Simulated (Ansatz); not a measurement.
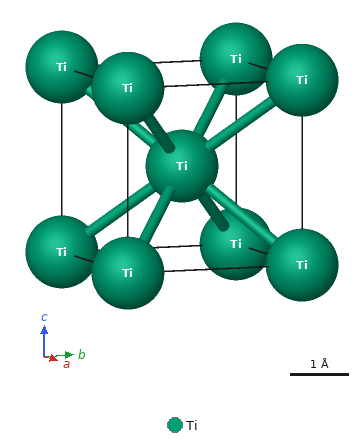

**Figure 1.** The input geometry (ball-and-stick view of the cell 2 times as large as that of the calculation, set on its symmetry axes, seen slightly off an axis). An atom can appear more than once, as a periodic image. Near neighbours in the periodic cell (some may lie outside the picture): Ti has 8 Ti at 2.82 Å.

## Ti: single-point calculation

- system: Ti (1 atom in the cell)
- method: DFT, r2SCAN, plane waves, PAW, no spin polarisation (Ansatz 0.2.0)

The structure derives from an entry of the Crystallography Open Database. Some settings of this run were made unusual or wrong on purpose.

The input:
```yaml
crystal:
  lattice:
    - [-1.6258948707, 1.6258948707, 1.6258948707]
    - [1.6258948707, -1.6258948707, 1.6258948707]
    - [1.6258948707, 1.6258948707, -1.6258948707]
  atoms:
    - { symbol: Ti, position: [0.0, 0.0, 0.0] }
basis:
  ecutwfc: 500
kpoints:
  mp_grid: { grid: [18, 18, 18] }
hamiltonian:
  xc: r2scan
scf:
  occupations: { method: gaussian, width: 0.1 }
  mixing: { algorithm: anderson, beta: 0.001, ndim: 1 }
  max_iter: 100
output:
  forces: true
  eigenvalues: true
  stress: true
```

Run on 2 threads of Intel Xeon (Granite Rapids), 192 GiB of memory available, shared host.

Command:
```bash
ansatz run input.yaml --threads 2 --pin off --max-ram 5120MiB --backend cpu --events-out ev --progress --plain --runs-dir out
```

Output:
```
Engine: ansatz 0.2.0, x86_64-unknown-linux-gnu
Pseudopotentials: kind: paw
Pseudopotential: Ti, paw, valence charge 12, recommended cutoff 500 eV (meta_gga), Ti.paw.azcp
Functional definition: r2SCAN
  parameter k0 = 0.174
  parameter k1 = 0.065
  parameter a1 = 4.9479
  exchange = r2scan_x(k0 = k0, k1 = k1, a1 = a1)
  correlation = r2scan_c
Crystal: 1 atoms, lattice volume = 17.192 Å³
Basis set: ecut = 500 eV, 429 PW (Γ), exchange–correlation on 96×96×96 points (64 copies of the dense FFT grid, shifted against one another)
Bands: 10, of which v1, the nominal top of the filled ones, is band 6 counted from 1 (5 counted from 0)
Symmetry: 48 space group operations
Space group: Im-3m (ITA 229), of the structure as read, at distance tolerance 2.6e-5 Å
k-points: 195 of 5832
Non-local potential: Ti, projectors of the file, l = 0: 3, l = 1: 2, l = 2: 3, l = 3: 1
PAW form: soft (Blöchl's): semilocal exchange-correlation on the pseudo side does not see the compensation charge
PAW frozen core: Ti, regenerated for the run's functional (the file was generated under x = pbe(κ = 0.804, μ = 0.2195149727645171), c = pbe(β = 0.06672455060314922))
PAW one-centre angular grid: Ti, 590 points (default); XC on 160 Gauss nodes
Initial density: superposition of atomic densities (neutral atoms: chi_scale 0, normalization atom), corrected by the library's trained network
Initial wavefunctions: pseudopotential atomic-orbital guess
Functional: x = r2scan, c = r2scan; τ floored in thin density (d = 2e-4 eV/Å³)
SCF iter   1: F=—  HF=-2504.217626 eV  |F-HF|=—  |Δ(HF+E_count)|=         —  Δρ=1.43e-2  dr2=3.01e-2  dr2_τ=6.93e-3  ethr=1.77e-3  ⟨swp⟩=4.6  Hψ=10700  notcnv=0
preconditioner: auto → none  [metal: Δε(μ)=0.013 eV  Ē_g=4.546 eV  σ=0.100 eV  W_gap=0.08  n_scr=0 (ndim 1)  ℏωp=17.9 eV  f_vac=0.000  D(μ)=1.95/eV (n_scr^D=18)]
SCF iter   2: F=—  HF=-2504.249093 eV  |F-HF|=—  |Δ(HF+E_count)|=   3.15e-2  Δρ=1.48e-2  dr2=3.30e-2  dr2_τ=6.04e-4  ethr=2.51e-4  ⟨swp⟩=2.4  Hψ=4534  notcnv=0  defer=23
SCF iter   3: F=—  HF=-2504.248874 eV  |F-HF|=—  |Δ(HF+E_count)|=   2.18e-4  Δρ=1.48e-2  dr2=3.27e-2  dr2_τ=5.51e-4  ethr=2.51e-4  ⟨swp⟩=1.0  Hψ=1927  notcnv=0  defer=23
SCF iter   4: F=—  HF=-2504.248814 eV  |F-HF|=—  |Δ(HF+E_count)|=   6.05e-5  Δρ=1.48e-2  dr2=3.25e-2  dr2_τ=5.52e-4  ethr=2.51e-4  ⟨swp⟩=1.0  Hψ=1927  notcnv=0  defer=23
SCF iter   5: F=—  HF=-2504.248759 eV  |F-HF|=—  |Δ(HF+E_count)|=   5.45e-5  Δρ=1.47e-2  dr2=3.23e-2  dr2_τ=5.51e-4  ethr=2.51e-4  ⟨swp⟩=1.0  Hψ=1927  notcnv=0  defer=23
SCF iter   6: F=—  HF=-2504.248706 eV  |F-HF|=—  |Δ(HF+E_count)|=   5.38e-5  Δρ=1.47e-2  dr2=3.22e-2  dr2_τ=5.48e-4  ethr=2.51e-4  ⟨swp⟩=1.0  Hψ=1927  notcnv=0  defer=23
SCF iter   7: F=—  HF=-2504.248652 eV  |F-HF|=—  |Δ(HF+E_count)|=   5.36e-5  Δρ=1.46e-2  dr2=3.20e-2  dr2_τ=5.46e-4  ethr=2.51e-4  ⟨swp⟩=1.0  Hψ=1927  notcnv=0  defer=23
SCF iter   8: F=—  HF=-2504.248599 eV  |F-HF|=—  |Δ(HF+E_count)|=   5.29e-5  Δρ=1.46e-2  dr2=3.19e-2  dr2_τ=5.44e-4  ethr=2.51e-4  ⟨swp⟩=1.0  Hψ=1927  notcnv=0  defer=23
SCF iter   9: F=—  HF=-2504.248546 eV  |F-HF|=—  |Δ(HF+E_count)|=   5.29e-5  Δρ=1.46e-2  dr2=3.17e-2  dr2_τ=5.42e-4  ethr=2.51e-4  ⟨swp⟩=1.0  Hψ=1927  notcnv=0  defer=23
SCF iter  10: F=—  HF=-2504.248494 eV  |F-HF|=—  |Δ(HF+E_count)|=   5.24e-5  Δρ=1.45e-2  dr2=3.15e-2  dr2_τ=5.40e-4  ethr=2.51e-4  ⟨swp⟩=1.0  Hψ=1927  notcnv=0  defer=23
SCF iter  11: F=—  HF=-2504.248442 eV  |F-HF|=—  |Δ(HF+E_count)|=   5.21e-5  Δρ=1.45e-2  dr2=3.14e-2  dr2_τ=5.38e-4  ethr=2.51e-4  ⟨swp⟩=1.0  Hψ=1927  notcnv=0  defer=23
SCF iter  12: F=—  HF=-2504.248390 eV  |F-HF|=—  |Δ(HF+E_count)|=   5.17e-5  Δρ=1.45e-2  dr2=3.12e-2  dr2_τ=5.36e-4  ethr=2.51e-4  ⟨swp⟩=1.0  Hψ=1927  notcnv=0  defer=23
SCF iter  13: F=—  HF=-2504.248338 eV  |F-HF|=—  |Δ(HF+E_count)|=   5.16e-5  Δρ=1.44e-2  dr2=3.11e-2  dr2_τ=5.34e-4  ethr=2.51e-4  ⟨swp⟩=1.0  Hψ=1927  notcnv=0  defer=23
SCF iter  14: F=—  HF=-2504.248287 eV  |F-HF|=—  |Δ(HF+E_count)|=   5.15e-5  Δρ=1.44e-2  dr2=3.09e-2  dr2_τ=5.32e-4  ethr=2.51e-4  ⟨swp⟩=1.0  Hψ=1927  notcnv=0  defer=23
SCF iter  15: F=—  HF=-2504.248236 eV  |F-HF|=—  |Δ(HF+E_count)|=   5.13e-5  Δρ=1.44e-2  dr2=3.08e-2  dr2_τ=5.30e-4  ethr=2.51e-4  ⟨swp⟩=1.0  Hψ=1927  notcnv=0  defer=23
SCF iter  16: F=—  HF=-2504.248185 eV  |F-HF|=—  |Δ(HF+E_count)|=   5.06e-5  Δρ=1.43e-2  dr2=3.06e-2  dr2_τ=5.28e-4  ethr=2.51e-4  ⟨swp⟩=1.0  Hψ=1927  notcnv=0  defer=23
SCF iter  17: F=—  HF=-2504.248134 eV  |F-HF|=—  |Δ(HF+E_count)|=   5.07e-5  Δρ=1.43e-2  dr2=3.05e-2  dr2_τ=5.26e-4  ethr=2.51e-4  ⟨swp⟩=1.0  Hψ=1927  notcnv=0  defer=23
SCF iter  18: F=—  HF=-2504.248084 eV  |F-HF|=—  |Δ(HF+E_count)|=   5.03e-5  Δρ=1.43e-2  dr2=3.03e-2  dr2_τ=5.24e-4  ethr=2.51e-4  ⟨swp⟩=1.0  Hψ=1927  notcnv=0  defer=23
SCF iter  19: F=—  HF=-2504.248034 eV  |F-HF|=—  |Δ(HF+E_count)|=   5.00e-5  Δρ=1.42e-2  dr2=3.01e-2  dr2_τ=5.22e-4  ethr=2.51e-4  ⟨swp⟩=1.0  Hψ=1927  notcnv=0  defer=23
SCF iter  20: F=—  HF=-2504.247984 eV  |F-HF|=—  |Δ(HF+E_count)|=   4.98e-5  Δρ=1.42e-2  dr2=3.00e-2  dr2_τ=5.20e-4  ethr=2.51e-4  ⟨swp⟩=1.0  Hψ=1927  notcnv=0  defer=23
SCF iter  21: F=—  HF=-2504.247935 eV  |F-HF|=—  |Δ(HF+E_count)|=   4.96e-5  Δρ=1.42e-2  dr2=2.98e-2  dr2_τ=5.18e-4  ethr=2.50e-4  ⟨swp⟩=1.0  Hψ=1927  notcnv=0  defer=23
SCF iter  22: F=-2504.223220 eV  HF=-2504.247885 eV  |F-HF|=2.47e-2  |Δ(HF+E_count)|=   4.92e-5  Δρ=1.41e-2  dr2=2.97e-2  dr2_τ=5.16e-4  ethr=2.49e-4  ⟨swp⟩=1.0  Hψ=1927  notcnv=0  defer=23
SCF iter  23: F=-2504.223301 eV  HF=-2504.247837 eV  |F-HF|=2.45e-2  |Δ(HF+E_count)|=   4.87e-5  Δρ=1.41e-2  dr2=2.95e-2  dr2_τ=5.14e-4  ethr=2.47e-4  ⟨swp⟩=1.0  Hψ=1927  notcnv=0  defer=23
SCF iter  24: F=-2504.223383 eV  HF=-2504.247788 eV  |F-HF|=2.44e-2  |Δ(HF+E_count)|=   4.85e-5  Δρ=1.41e-2  dr2=2.94e-2  dr2_τ=5.12e-4  ethr=2.46e-4  ⟨swp⟩=1.0  Hψ=1927  notcnv=0  defer=23
SCF iter  25: F=-2504.223463 eV  HF=-2504.247740 eV  |F-HF|=2.43e-2  |Δ(HF+E_count)|=   4.82e-5  Δρ=1.40e-2  dr2=2.93e-2  dr2_τ=5.10e-4  ethr=2.45e-4  ⟨swp⟩=1.0  Hψ=1927  notcnv=0  defer=23
SCF iter  26: F=-2504.223544 eV  HF=-2504.247692 eV  |F-HF|=2.41e-2  |Δ(HF+E_count)|=   4.80e-5  Δρ=1.40e-2  dr2=2.91e-2  dr2_τ=5.09e-4  ethr=2.44e-4  ⟨swp⟩=1.0  Hψ=1927  notcnv=0  defer=23
SCF iter  27: F=-2504.223624 eV  HF=-2504.247644 eV  |F-HF|=2.40e-2  |Δ(HF+E_count)|=   4.77e-5  Δρ=1.40e-2  dr2=2.90e-2  dr2_τ=5.07e-4  ethr=2.43e-4  ⟨swp⟩=1.0  Hψ=1927  notcnv=0  defer=23
SCF iter  28: F=-2504.223704 eV  HF=-2504.247597 eV  |F-HF|=2.39e-2  |Δ(HF+E_count)|=   4.75e-5  Δρ=1.39e-2  dr2=2.88e-2  dr2_τ=5.05e-4  ethr=2.41e-4  ⟨swp⟩=1.0  Hψ=1927  notcnv=0  defer=23
SCF iter  29: F=-2504.223783 eV  HF=-2504.247550 eV  |F-HF|=2.38e-2  |Δ(HF+E_count)|=   4.72e-5  Δρ=1.39e-2  dr2=2.87e-2  dr2_τ=5.03e-4  ethr=2.40e-4  ⟨swp⟩=1.0  Hψ=1927  notcnv=0  defer=23
SCF iter  30: F=-2504.223862 eV  HF=-2504.247503 eV  |F-HF|=2.36e-2  |Δ(HF+E_count)|=   4.70e-5  Δρ=1.39e-2  dr2=2.85e-2  dr2_τ=5.01e-4  ethr=2.39e-4  ⟨swp⟩=1.0  Hψ=1927  notcnv=0  defer=23
SCF iter  31: F=-2504.223940 eV  HF=-2504.247456 eV  |F-HF|=2.35e-2  |Δ(HF+E_count)|=   4.67e-5  Δρ=1.38e-2  dr2=2.84e-2  dr2_τ=4.99e-4  ethr=2.38e-4  ⟨swp⟩=1.0  Hψ=1927  notcnv=0  defer=23
SCF iter  32: F=-2504.224025 eV  HF=-2504.247416 eV  |F-HF|=2.34e-2  |Δ(HF+E_count)|=   3.99e-5  Δρ=1.38e-2  dr2=2.82e-2  dr2_τ=4.97e-4  ethr=8.33e-6  ⟨swp⟩=1.4  Hψ=4933  notcnv=0
Mixer restart at iter 32: flushing history
iteration 32: the SCF's residuals had fallen too slowly under its mixing. It goes on by minimising its free energy, and can end on another state than longer mixing would; under `scf.algorithm: density_mixing` no SCF does so, but by `scf.convergence.dm_fallback`
SCF iter  33: F=—  HF=-2504.245031 eV  |F-HF|=—  |Δ(HF+E_count)|=   2.38e-3  Δρ=1.04e-2  dr2=1.49e-2  dr2_τ=1.08e-3  ethr=8.33e-6  ⟨swp⟩=2.1  Hψ=17736  notcnv=0
SCF iter  34: F=—  HF=-2504.239440 eV  |F-HF|=—  |Δ(HF+E_count)|=   5.59e-3  Δρ=1.59e-4  dr2=9.36e-7  dr2_τ=9.16e-7  ethr=8.33e-6  ⟨swp⟩=2.4  Hψ=11938  notcnv=0
SCF iter  35: F=-2504.239442 eV  HF=-2504.239442 eV  |F-HF|=3.37e-11  |Δ(HF+E_count)|=   2.56e-6  Δρ=2.85e-6  dr2=1.00e-9  dr2_τ=4.09e-10  ethr=8.33e-10  ⟨swp⟩=2.7  Hψ=6564  notcnv=0
SCF iter  36: F=-2504.239442 eV  HF=-2504.239442 eV  |F-HF|=3.37e-11  |Δ(HF+E_count)|=  4.55e-12  Δρ=2.85e-6  dr2=1.01e-9  dr2_τ=4.09e-10  ethr=8.33e-12  ⟨swp⟩=1.1  Hψ=6916  notcnv=0
SCF 1 converged in 36 iterations: F = -2504.239442 eV  dr2 = 1.01e-9
  greatest PAW one-centre occupation: 1.000 electrons in one spin orbital (limit 2), on the Ti atom at site 0 (counted from 0), in its partial waves of l = 1
```

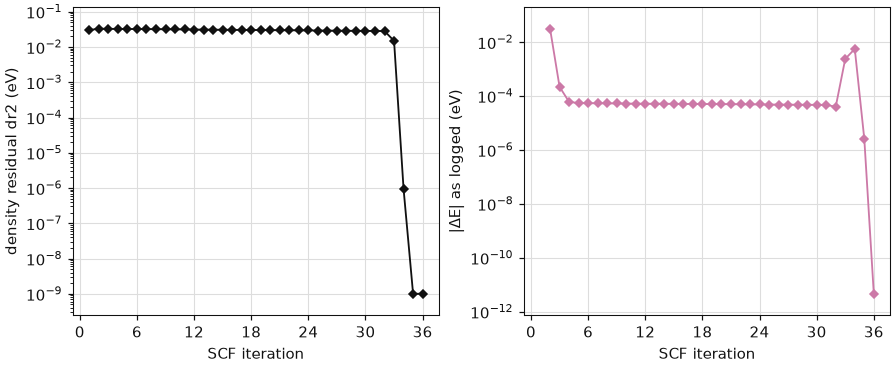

**Figure 2.** Convergence of the self-consistent field: density residual dr2 and size of the energy change against the SCF iteration. The residual lingers near 0.03 from about step 1 to 33 before it falls again.

```
SCF converged after 36 iterations
Free energy (F): -2504.239442 eV
Harris-Foulkes:  -2504.239442 eV  (|F-HF|=3.37e-11)
Internal energy: -2504.229584 eV  (E = F + TS)
E sigma→0 (E₀):  -2504.234513 eV
Entropy (-TS):   -0.009858 eV (-9.858 meV/atom)
Fermi energy:    13.295071 eV
--- Per-component energies (eV) ---
  E_band       = -168.111246
  E_kinetic    = 272.800964
  E_local      = -804.152054  (includes V_loc(G=0)·N_el)
  E_nonlocal   = 7.594655
  E_hartree    = 329.798531
  E_xc         = -92.823437
  E_vxc        = -132.713855  (∫ρ·V_xc dr)
  E_paw        = -1056.890968  (= ΣΔE_a)
  E_vpaw       = -180.390294  (= ΣTr[D̂ρ^β])
  E_aug_tail   = 0.000090  (compensation charges beyond the density's cutoff)
  E_vtau       = 9.151345  (kinetic-family band-sum trace: ∫τ·v_τ [+ j·A + Jᵃ·Aᵃ] dr)
  E_ewald      = -1160.303909
  E_core_change = -0.253457  (= ΣΔE_core)
  E_smearing   = -0.009858  (= −TS)
  E_closure    = -0.000000  (closes the sum)
  Σ components = -2504.239442   (vs F -2504.239442, Δ=0.00e0)
--- Forces (eV/Å), atoms counted from 1 ---
  atom   1  Ti     0.00000000    -0.00000000     0.00000000
  max |Σ_I F_I| component: 1.79e-29 eV/Å
--- Stress (GPa, compression-positive) ---
       -0.014040      -0.000000      -0.000000
       -0.000000      -0.014040      -0.000000
        0.000000       0.000000      -0.014040
  P = ⅓ Tr σ = -0.0140 GPa (-0.140 kbar)
--- Band table (eV; the first three rows and the last of 195) ---
  k-point 0: bands = ["-45.6159", "-20.3971", "-20.3971", "-20.3971", "6.9050", "14.4405", "14.4405", "14.4405", "16.2430", "16.2430"]
  k-point 1: bands = ["-45.6116", "-20.4197", "-20.4039", "-20.3973", "7.0168", "14.3880", "14.4248", "14.5203", "16.1807", "16.2458"]
  k-point 2: bands = ["-45.5994", "-20.4845", "-20.4234", "-20.3978", "7.3447", "14.2399", "14.3565", "14.7550", "16.0394", "16.2565"]
  k-point 194: bands = ["-45.3758", "-20.8824", "-20.8824", "-20.8824", "10.9932", "10.9932", "17.4586", "17.4586", "17.4586", "22.1548"]
```

Outcome:

- outcome: converged
- space group (tolerance 0.01 Å): Im-3m (229)
- electrons treated: 12
- free energy: −2504.2394 eV
- Fermi energy: 13.295 eV
- gap on the k-point mesh: none (metallic)
- pressure: −0.01 GPa
- largest force (length of the vector): under 0.001 eV/Å
- wall time: 5.4 s (CPU time 10 s)
- peak memory: 0.49 GiB

This input holds a deliberate fault: mixing far too weak (`scf.mixing`). So small a step barely moves the density in each iteration. The run converged all the same; its numbers are those of the faulty input and shouldn't be used.
